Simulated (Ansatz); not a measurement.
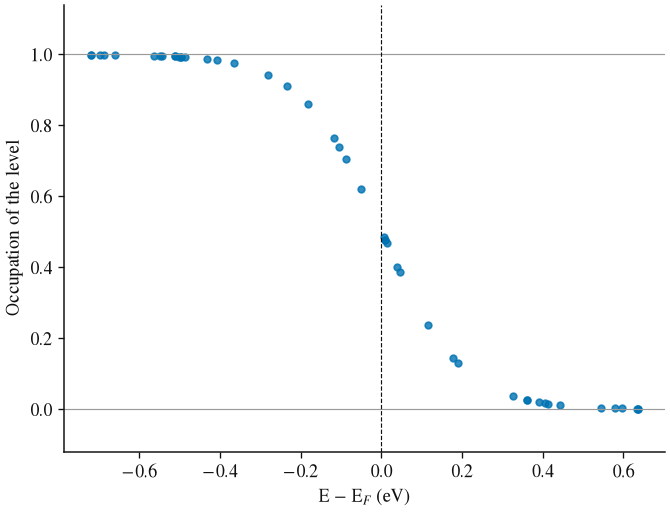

Occupations of the one-electron levels of the k mesh against their energy, from a run on Ti, space group Im-3m, 1 atom in the cell, with Ansatz.

Which smearing scheme was used (Fermi-Dirac, Gaussian, Methfessel-Paxton or cold), and about what width?

Answer. Fermi-Dirac smearing with a width of 0.1 eV. The occupations stay between 0 and 1 and have long exponential tails; the slope at the Fermi level is 1/(4 × width).
